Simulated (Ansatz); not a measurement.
**What a change does: single-point calculation on WS$_{2}$**

System: WS$_{2}$ (12 atoms in the cell).
Method of the first run: DFT PBEsol+D3(BJ), scalar-relativistic, plane waves, PAW, no spin polarisation (Ansatz 0.2.0).

The structure derives from an entry of the Crystallography Open Database. Text and figures count atoms from 1; the logs count them from 0 in places.

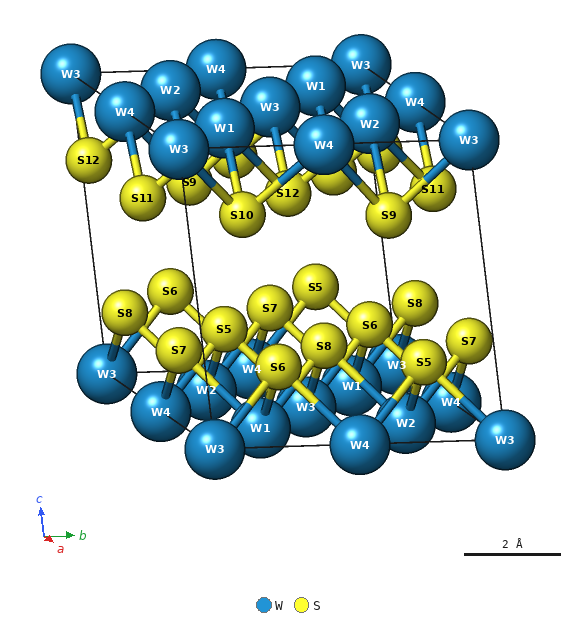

Fig. 1: The structure as given in the input (ball-and-stick view of the cell 2 times as large as that of the calculation, set on its symmetry axes, seen slightly off an axis; atoms are numbered from 1 in the order of the input). An atom can appear more than once, as a periodic image.

## Input file, the first run
```yaml
crystal:
  lattice:
    - [-6.2407890192, 0.0, 0.0]
    - [-3.1203945096, 5.4046818303, 0.0]
    - [-3.1203945096, 1.8015606101, -5.8413921014]
  atoms:
    - { symbol: W, position: [0.4993606434, 0.9993606434, 0.0019180698] }
    - { symbol: W, position: [0.4993606434, 0.4993606434, 0.0019180698] }
    - { symbol: W, position: [0.9993606434, 0.9993606434, 0.0019180698] }
    - { symbol: W, position: [0.9993606434, 0.4993606434, 0.0019180698] }
    - { symbol: S, position: [0.2554860797, 0.7554860797, 0.7335417609] }
    - { symbol: S, position: [0.2554860797, 0.2554860797, 0.7335417609] }
    - { symbol: S, position: [0.7554860797, 0.7554860797, 0.7335417609] }
    - { symbol: S, position: [0.7554860797, 0.2554860797, 0.7335417609] }
    - { symbol: S, position: [0.0499051952, 0.58129278, 0.2875092447] }
    - { symbol: S, position: [0.0764532769, 0.0764532769, 0.2706401693] }
    - { symbol: S, position: [0.5764532769, 0.5764532769, 0.2706401693] }
    - { symbol: S, position: [0.5764532769, 0.0764532769, 0.2706401693] }
basis:
  ecutwfc: 420
kpoints:
  mp_grid: { grid: [6, 6, 6] }
hamiltonian:
  xc: pbesol
  dispersion: d3bj
scf:
  occupations: { method: gaussian, width: 0.05 }
output:
  forces: true
  stress: true
  eigenvalues: true
```

Command:
```bash
ansatz run input.yaml --threads 1 --pin off --max-ram 2560MiB --backend cpu --events-out ev --progress --plain --runs-dir out
```

Hardware: 1 thread of AMD EPYC (Zen 3), 192 GiB of memory available, shared host.

## Output, shortened to warnings, some set-up lines, iterations and results (the first run)
```
Basis set: ecut = 420 eV, 3883 PW (Γ), exchange–correlation on 90×90×96 points (8 copies of the dense FFT grid, shifted against one another)
Symmetry: 2 space group operations
k-points: 68 of 216 (time reversal used)
Initial density: superposition of atomic densities (neutral atoms: chi_scale 0, normalization atom), corrected by the library's trained network
[...]
SCF iter   1: F=—  HF=-48120.970737 eV  |F-HF|=—  |Δ(HF+E_count)|=         —  Δρ=7.85e-3  dr2=1.37e-1  ethr=1.77e-3  ⟨swp⟩=6.0  Hψ=18105  notcnv=0
SCF iter   2: F=—  HF=-48120.959960 eV  |F-HF|=—  |Δ(HF+E_count)|=   1.08e-2  Δρ=4.24e-3  dr2=3.62e-2  ethr=1.32e-4  ⟨swp⟩=1.2  Hψ=5074  notcnv=0  defer=13
SCF iter   3: F=—  HF=-48120.958946 eV  |F-HF|=—  |Δ(HF+E_count)|=   1.01e-3  Δρ=5.10e-4  dr2=7.10e-4  ethr=3.48e-5  ⟨swp⟩=2.0  Hψ=6057  notcnv=0  defer=9
SCF iter   4: F=—  HF=-48120.958988 eV  |F-HF|=—  |Δ(HF+E_count)|=   4.21e-5  Δρ=1.26e-4  dr2=3.73e-5  ethr=6.83e-7  ⟨swp⟩=2.0  Hψ=6402  notcnv=0  defer=9
SCF iter   5: F=—  HF=-48120.958999 eV  |F-HF|=—  |Δ(HF+E_count)|=   1.11e-5  Δρ=3.62e-5  dr2=3.91e-6  ethr=3.59e-8  ⟨swp⟩=2.0  Hψ=5840  notcnv=0  defer=10
SCF iter   6: F=—  HF=-48120.959002 eV  |F-HF|=—  |Δ(HF+E_count)|=   2.61e-6  Δρ=7.19e-6  dr2=1.62e-7  ethr=3.76e-9  ⟨swp⟩=2.0  Hψ=6410  notcnv=0  defer=12
SCF iter   7: F=-48120.959002 eV  HF=-48120.959002 eV  |F-HF|=3.45e-9  |Δ(HF+E_count)|=   1.22e-7  Δρ=1.30e-6  dr2=3.55e-9  ethr=9.62e-11  ⟨swp⟩=8.5  Hψ=16707  notcnv=0
SCF 1 converged in 7 iterations: F = -48120.959002 eV  dr2 = 3.55e-9
SCF converged after 7 iterations
Free energy (F): -48120.959002 eV
Harris-Foulkes:  -48120.959002 eV  (|F-HF|=3.45e-9)
Internal energy: -48120.959002 eV  (E = F + TS)
E sigma→0 (E₀):  -48120.959002 eV
Fermi energy:    13.515108 eV
--- Per-component energies (eV) ---
  E_band       = -619.001758
  E_kinetic    = 2674.634612
  E_local      = -6086.006260  (includes V_loc(G=0)·N_el)
  E_nonlocal   = 242.045560
  E_hartree    = 2382.575991
  E_xc         = -1838.428263
  E_vxc        = -1664.818988  (∫ρ·V_xc dr)
  E_paw        = -38418.402333  (= ΣΔE_a)
  E_vpaw       = -550.007688  (= ΣTr[D̂ρ^β])
  E_aug_tail   = -0.000254  (compensation charges beyond the density's cutoff)
  E_ewald      = -7073.741736
  E_disp       = -5.019080  (pairwise vdW)
  E_core_change = 1.382763  (= ΣΔE_core)
  E_smearing   = -0.000000  (= −TS)
  E_closure    = -0.000000  (closes the sum)
  Σ components = -48120.959002   (vs F -48120.959002, Δ=0.00e0)
--- Forces (eV/Å), atoms counted from 1 ---
  atom   1  W     -0.00774406    -0.00447104    -0.10144221
  atom   2  W      0.68120589     0.39329440    -0.66004111
  atom   3  W      0.13945574    -0.07319151    -0.29674857
  atom   4  W      0.00634216     0.15736797    -0.29674857
  atom   5  S     -0.02388258    -0.01378861    -0.16305480
  atom   6  S     -0.01615650    -0.00932796     0.03996246
  atom   7  S      0.02147971    -0.00804130    -0.06013790
  atom   8  S      0.00377589     0.02262262    -0.06013790
  atom   9  S     -1.02358278    -0.59096580     1.41226360
  atom  10  S     -0.01145592    -0.00661408     0.05398653
  atom  11  S      0.16507166    -0.01968252     0.06604935
  atom  12  S      0.06549027     0.15279751     0.06604935
  max |Σ_I F_I| component: 5.31e-7 eV/Å
--- Stress (GPa, compression-positive) ---
       -0.818336      -0.178373       0.952570
       -0.178373      -0.612368       0.549966
        0.952570       0.549966      -2.127598
  P = ⅓ Tr σ = -1.1861 GPa (-11.861 kbar)
```

The input of the second run differs as follows (lines with − go, lines with + come):
```diff
-    - { symbol: S, position: [0.0499051952, 0.58129278, 0.2875092447] }
+    - { symbol: S, position: [-0.0031909682, 0.5909717863, 0.3212473955] }
```

How does the second run compare with the first run?

With the same functional and potentials, the second run lies 74.2 meV per atom higher. The gap on the mesh goes from 0.65 to 0.46 eV. The pressure goes from −1.19 to −2.40 GPa. The largest force goes from 1.842 to 3.931 eV/Å. The number of SCF iterations is the same.

## Output, shortened to warnings, some set-up lines, iterations and results (the second run)
```
Basis set: ecut = 420 eV, 3883 PW (Γ), exchange–correlation on 90×90×96 points (8 copies of the dense FFT grid, shifted against one another)
Symmetry: 2 space group operations
k-points: 68 of 216 (time reversal used)
Initial density: superposition of atomic densities (neutral atoms: chi_scale 0, normalization atom), corrected by the library's trained network
[...]
SCF iter   1: F=—  HF=-48120.079453 eV  |F-HF|=—  |Δ(HF+E_count)|=         —  Δρ=7.72e-3  dr2=1.24e-1  ethr=1.77e-3  ⟨swp⟩=6.0  Hψ=18115  notcnv=0  defer=4
SCF iter   2: F=—  HF=-48120.069642 eV  |F-HF|=—  |Δ(HF+E_count)|=   9.81e-3  Δρ=4.20e-3  dr2=3.36e-2  ethr=1.19e-4  ⟨swp⟩=1.1  Hψ=5045  notcnv=0  defer=35
SCF iter   3: F=—  HF=-48120.068521 eV  |F-HF|=—  |Δ(HF+E_count)|=   1.12e-3  Δρ=4.94e-4  dr2=6.92e-4  ethr=3.23e-5  ⟨swp⟩=2.0  Hψ=6042  notcnv=0  defer=17
SCF iter   4: F=—  HF=-48120.068549 eV  |F-HF|=—  |Δ(HF+E_count)|=   2.80e-5  Δρ=1.26e-4  dr2=3.76e-5  ethr=6.65e-7  ⟨swp⟩=2.0  Hψ=6407  notcnv=0  defer=17
SCF iter   5: F=—  HF=-48120.068565 eV  |F-HF|=—  |Δ(HF+E_count)|=   1.68e-5  Δρ=3.69e-5  dr2=3.89e-6  ethr=3.62e-8  ⟨swp⟩=2.0  Hψ=5536  notcnv=0  defer=18
SCF iter   6: F=—  HF=-48120.068568 eV  |F-HF|=—  |Δ(HF+E_count)|=   2.58e-6  Δρ=7.40e-6  dr2=1.67e-7  ethr=3.74e-9  ⟨swp⟩=2.0  Hψ=6400  notcnv=0  defer=20
SCF iter   7: F=-48120.068568 eV  HF=-48120.068568 eV  |F-HF|=3.61e-9  |Δ(HF+E_count)|=   1.19e-7  Δρ=1.42e-6  dr2=4.58e-9  ethr=9.62e-11  ⟨swp⟩=9.1  Hψ=16464  notcnv=0
SCF 1 converged in 7 iterations: F = -48120.068568 eV  dr2 = 4.58e-9
SCF converged after 7 iterations
Free energy (F): -48120.068568 eV
Harris-Foulkes:  -48120.068568 eV  (|F-HF|=3.61e-9)
Internal energy: -48120.068568 eV  (E = F + TS)
E sigma→0 (E₀):  -48120.068568 eV
Fermi energy:    13.375311 eV
--- Per-component energies (eV) ---
  E_band       = -616.017561
  E_kinetic    = 2671.530589
  E_local      = -5987.086930  (includes V_loc(G=0)·N_el)
  E_nonlocal   = 242.304127
  E_hartree    = 2335.125651
  E_xc         = -1837.132087
  E_vxc        = -1663.152787  (∫ρ·V_xc dr)
  E_paw        = -38418.226761  (= ΣΔE_a)
  E_vpaw       = -549.863961  (= ΣTr[D̂ρ^β])
  E_aug_tail   = -0.000253  (compensation charges beyond the density's cutoff)
  E_ewald      = -7122.944341
  E_disp       = -5.021325  (pairwise vdW)
  E_core_change = 1.382763  (= ΣΔE_core)
  E_smearing   = -0.000000  (= −TS)
  E_closure    = 0.000000  (closes the sum)
  Σ components = -48120.068568   (vs F -48120.068568, Δ=0.00e0)
--- Forces (eV/Å), atoms counted from 1 ---
  atom   1  W      0.07123222     0.04112594    -0.31492940
  atom   2  W      1.09336020     0.63125180    -0.85057557
  atom   3  W      0.35296266    -0.23957234    -0.87611082
  atom   4  W     -0.03099441     0.42546080    -0.87611082
  atom   5  S     -0.05971908    -0.03447883    -0.40881030
  atom   6  S     -0.01542601    -0.00890621     0.10247422
  atom   7  S      0.01232452     0.00990191    -0.18797474
  atom   8  S      0.01473757     0.00572239    -0.18797474
  atom   9  S     -2.11630038    -1.22184660     3.07964634
  atom  10  S     -0.00859131    -0.00496019     0.13853433
  atom  11  S      0.49694723    -0.06813836     0.19091567
  atom  12  S      0.18946406     0.46443811     0.19091567
  max |Σ_I F_I| component: 2.75e-6 eV/Å
--- Stress (GPa, compression-positive) ---
       -1.174638       0.001894       1.836422
        0.001894      -1.176825       1.060259
        1.836422       1.060259      -4.839586
  P = ⅓ Tr σ = -2.3970 GPa (-23.970 kbar)
```

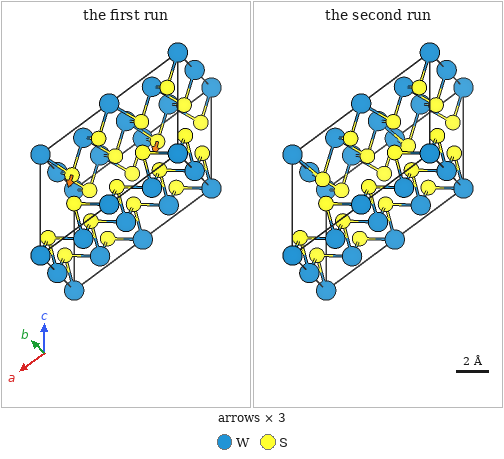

Fig. 2: The two input geometries at one scale (ball-and-stick view of the cell 2 times as large as that of the calculation, set on its symmetry axes, seen at an oblique angle). The orange arrows on the first give the shifts of the atoms relative to the cell, magnified 3 times. The atom that moves furthest is an S atom (0.30 Å). W stays in place. The lattice vectors keep their values. Among the contacts that change: S–W 2.539 → 2.839 Å, S–W 2.416 → 2.496 Å.

## The two runs side by side

| quantity | the first run | the second run |
| --- | --- | --- |
| outcome | converged | converged |
| free energy per atom (eV) | −4010.0799 | −4010.0057 |
| gap on the mesh (eV) | 0.65 | 0.46 |
| pressure (GPa) | −1.19 | −2.40 |
| largest force (eV/Å) | 1.842 | 3.931 |
| SCF iterations | 7 | 7 |
| irreducible k-points | 68 | 68 |
| plane waves at Γ | 3883 | 3883 |
| wall time (shared host) | 61 s | 59 s |

For both runs: Spin–orbit coupling is left out, which matters for W.
